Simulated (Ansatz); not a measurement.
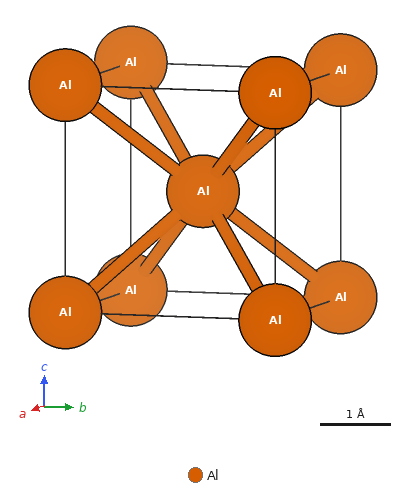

*The input geometry (ball-and-stick view of the cell 2 times as large as that of the calculation, set on its symmetry axes, seen slightly off an axis). An atom can appear more than once, as a periodic image.*

Run report: Al, single-point calculation

- system: Al (Immm, 1 atom in the cell)
- method: DFT r2SCAN, scalar-relativistic, plane waves, PAW, no spin polarisation (Ansatz 0.2.0)

The structure derives from a Materials Project entry. It belongs to a series of runs on one base structure; here: strain +0.0375 x Voigt [1, -1, 0, 0, 0, 0], atoms carried along.

The program's output:
```
Engine: ansatz 0.2.0, aarch64-unknown-linux-gnu
Pseudopotentials: kind: paw
Pseudopotential: Al, paw, valence charge 3, recommended cutoff 500 eV (meta_gga), Al.paw.azcp
Functional definition: r2SCAN
  parameter k0 = 0.174
  parameter k1 = 0.065
  parameter a1 = 4.9479
  exchange = r2scan_x(k0 = k0, k1 = k1, a1 = a1)
  correlation = r2scan_c
Crystal: 1 atoms, lattice volume = 16.189 Å³
Basis set: ecut = 500 eV, 403 PW (Γ), exchange–correlation on 96×96×96 points (64 copies of the dense FFT grid, shifted against one another)
Bands: 6, of which v1, the nominal top of the filled ones, is band 2 counted from 1 (1 counted from 0)
Symmetry: 8 space group operations
Space group: Immm (ITA 71), of the structure as read, at distance tolerance 2.5e-5 Å
k-points: 2471 of 17576
Non-local potential: Al, projectors of the file, l = 0: 2, l = 1: 2, l = 2: 1
PAW form: soft (Blöchl's): semilocal exchange-correlation on the pseudo side does not see the compensation charge
PAW frozen core: Al, regenerated for the run's functional (the file was generated under x = pbe(κ = 0.804, μ = 0.2195149727645171), c = pbe(β = 0.06672455060314922))
PAW one-centre angular grid: Al, 302 points (default); XC on 160 Gauss nodes
Initial density: superposition of atomic densities (neutral atoms: chi_scale 0, normalization atom), corrected by the library's trained network
Initial wavefunctions: pseudopotential atomic-orbital guess
Functional: x = r2scan, c = r2scan; τ floored in thin density (d = 2e-4 eV/Å³)
SCF iter   1: F=—  HF=-540.298935 eV  |F-HF|=—  |Δ(HF+E_count)|=         —  Δρ=4.05e-3  dr2=2.97e-3  dr2_τ=4.31e-3  ethr=1.77e-3  ⟨swp⟩=4.5  Hψ=128364  notcnv=0
preconditioner: auto → none  [metal: Δε(μ)=0.003 eV  Ē_g=14.301 eV  σ=0.150 eV  W_gap=0.01  n_scr=0 (ndim 8)  ℏωp=16.0 eV  f_vac=0.000  D(μ)=0.39/eV (n_scr^D=0)]
SCF iter   2: F=—  HF=-540.305613 eV  |F-HF|=—  |Δ(HF+E_count)|=   6.68e-3  Δρ=2.77e-3  dr2=1.37e-3  dr2_τ=2.71e-6  ethr=9.90e-5  ⟨swp⟩=2.1  Hψ=38468  notcnv=0  defer=53
SCF iter   3: F=—  HF=-540.305397 eV  |F-HF|=—  |Δ(HF+E_count)|=   2.16e-4  Δρ=1.45e-3  dr2=3.56e-4  dr2_τ=4.64e-7  ethr=4.55e-5  ⟨swp⟩=1.0  Hψ=13816  notcnv=0  defer=53
SCF iter   4: F=—  HF=-540.305351 eV  |F-HF|=—  |Δ(HF+E_count)|=   4.63e-5  Δρ=5.13e-4  dr2=4.41e-5  dr2_τ=3.48e-8  ethr=1.19e-5  ⟨swp⟩=1.0  Hψ=13816  notcnv=0  defer=53
SCF iter   5: F=—  HF=-540.305346 eV  |F-HF|=—  |Δ(HF+E_count)|=   4.59e-6  Δρ=1.04e-4  dr2=1.79e-6  dr2_τ=1.21e-9  ethr=1.47e-6  ⟨swp⟩=1.0  Hψ=13816  notcnv=0  defer=53
SCF iter   6: F=-540.305346 eV  HF=-540.305346 eV  |F-HF|=1.36e-9  |Δ(HF+E_count)|=   1.35e-7  Δρ=1.14e-5  dr2=2.11e-8  dr2_τ=1.57e-11  ethr=3.33e-9  ⟨swp⟩=6.5  Hψ=66329  notcnv=0
SCF 1 converged in 6 iterations: F = -540.305346 eV  dr2 = 2.11e-8
  greatest PAW one-centre occupation: 0.449 electrons in one spin orbital (limit 2), on the Al atom at site 0 (counted from 0), in its partial waves of l = 0
```

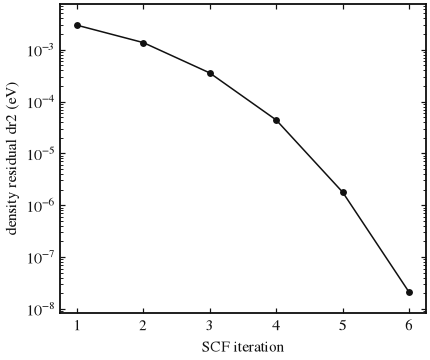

*Convergence of the self-consistent field: density residual dr2 against the SCF iteration.*

The residual falls at every step.

```
SCF converged after 6 iterations
Free energy (F): -540.305346 eV
Harris-Foulkes:  -540.305346 eV  (|F-HF|=1.36e-9)
Internal energy: -540.301023 eV  (E = F + TS)
E sigma→0 (E₀):  -540.303185 eV
Entropy (-TS):   -0.004323 eV (-4.323 meV/atom)
Fermi energy:    8.189976 eV
--- Per-component energies (eV) ---
  E_band       = 10.281011
  E_kinetic    = 23.196288
  E_local      = 10.609829  (includes V_loc(G=0)·N_el)
  E_nonlocal   = 9.720561
  E_hartree    = 0.086403
  E_xc         = -36.784154
  E_vxc        = -31.266126  (∫ρ·V_xc dr)
  E_paw        = -473.088103  (= ΣΔE_a)
  E_vpaw       = -3.394480  (= ΣTr[D̂ρ^β])
  E_aug_tail   = -0.000001  (compensation charges beyond the density's cutoff)
  E_vtau       = 1.242122  (kinetic-family band-sum trace: ∫τ·v_τ [+ j·A + Jᵃ·Aᵃ] dr)
  E_ewald      = -73.981739
  E_core_change = -0.060108  (= ΣΔE_core)
  E_smearing   = -0.004323  (= −TS)
  E_closure    = 0.000000  (closes the sum)
  Σ components = -540.305346   (vs F -540.305346, Δ=0.00e0)
--- Forces (eV/Å), atoms counted from 1 ---
  atom   1  Al     0.00000000     0.00000000    -0.00000000
  max |Σ_I F_I| component: 3.85e-34 eV/Å
--- Stress (GPa, compression-positive) ---
        1.659117       0.000000       0.000000
        0.000000      -1.295163       0.000000
        0.000000       0.000000      -0.209577
  P = ⅓ Tr σ = 0.0515 GPa (0.515 kbar)
--- Band table (eV; the first three rows and the last of 2471) ---
  k-point 0: bands = ["-3.8085", "21.3904", "22.3973", "23.2695", "23.9380", "24.0901"]
  k-point 1: bands = ["-3.7625", "21.1554", "21.8021", "22.9536", "23.6429", "24.4330"]
  k-point 2: bands = ["-3.6247", "20.4369", "20.6289", "22.3309", "22.9582", "24.7726"]
  k-point 2470: bands = ["9.1463", "10.2147", "10.6093", "11.3990", "11.4210", "15.1995"]
```

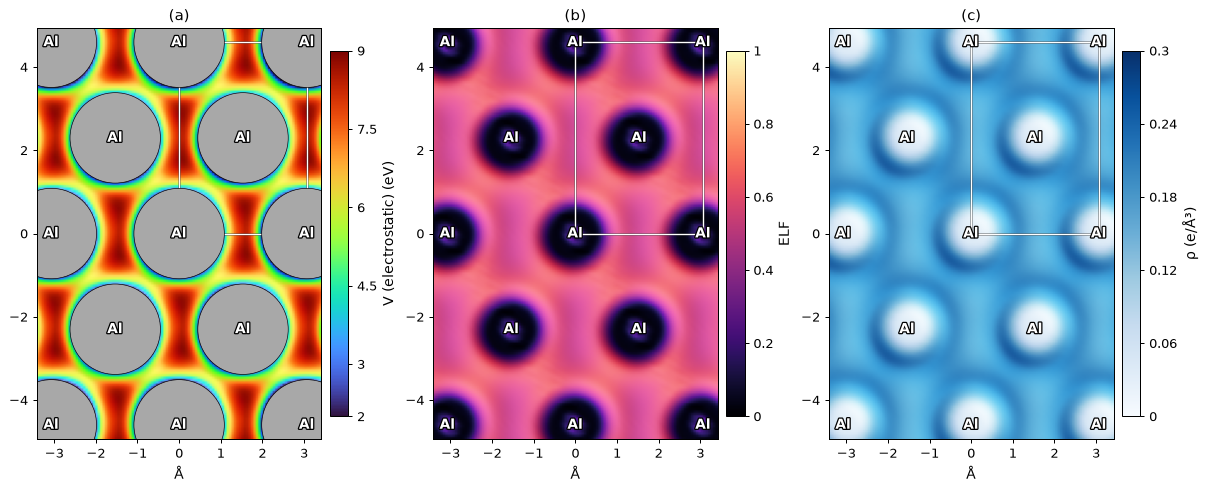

*(a) electrostatic potential (local pseudopotential plus Hartree) felt by an electron; (b) electron localisation function; (c) valence charge density (pseudo) on the (011̄) plane of the conventional cell. Grey discs, where drawn, cover atomic cores.*

Atoms in the plane: Al. Al–Al (2.76 Å): the density is about 0.22 e/Å³ at the midpoint; the ELF peaks at about 0.65 between the atoms. Away from the nuclei the density in this plane falls to 0.18 e/Å³ at its lowest. Outside the cores the potential energy rises away from the atoms and is highest about 1.6 Å from the nearest atoms; outside the discs it spans about 6 eV, and its zero is arbitrary. The fields are those of the smooth PAW valence density.

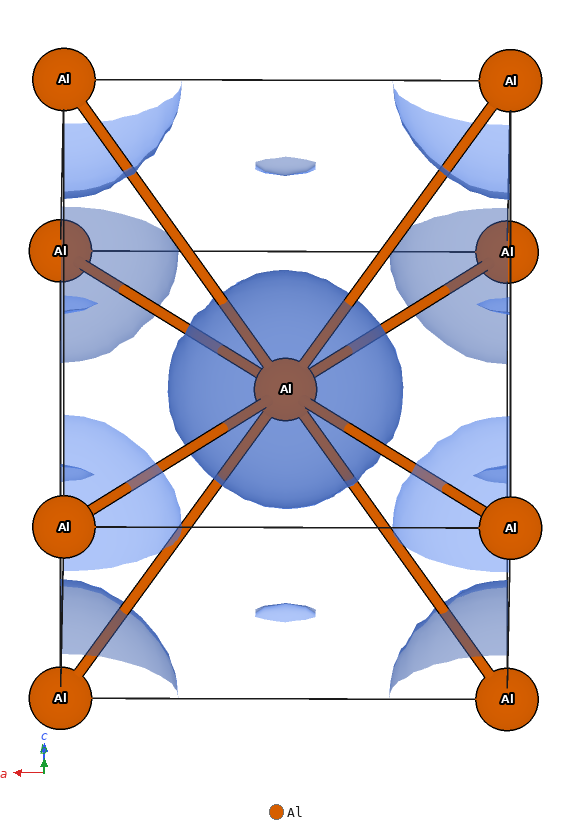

*Isosurface of the electron localisation function at 0.4 (blue), seen at an oblique angle. Core shells and regions of very low density are left out. Sticks mark near contacts. The outline is the cell set on symmetry axes.*

Values along the shortest contacts: Al–Al (2.76 Å): the ELF peaks at about 0.65 between the atoms.

This output came from the following input.

The input:
```yaml
crystal:
  lattice:
    - [-1.6541573972, 1.534579754, 1.5943685756]
    - [1.6541573972, -1.534579754, 1.5943685756]
    - [1.6541573972, 1.534579754, -1.5943685756]
  atoms:
    - { symbol: Al, position: [0.0, 0.0, 0.0] }
basis:
  ecutwfc: 500
kpoints:
  mp_grid: { grid: [26, 26, 26] }
hamiltonian:
  xc: r2scan
scf:
  occupations: { method: gaussian, width: 0.15 }
output:
  forces: true
  stress: true
  eigenvalues: true
  write_density: true
  write_potential: true
  elf: true
  volumetric_format: npy
```

Run as:
```bash
ansatz run input.yaml --threads 1 --pin off --max-ram 2560MiB --backend cpu --events-out ev --progress --plain --runs-dir out
```

Summary:

| quantity | value |
| --- | --- |
| outcome | converged |
| space group (tolerance 0.01 Å) | Immm (71) |
| electrons treated | 3 |
| free energy | −540.3053 eV |
| Fermi energy | 8.190 eV |
| gap on the k-point mesh | none (metallic) |
| pressure | 0.05 GPa |
| largest force (length of the vector) | under 0.001 eV/Å |
| hardware | 1 thread of Arm Neoverse V1, 24 GiB of memory available, shared host |
| wall time | 45 s |
| peak memory | 0.69 GiB |
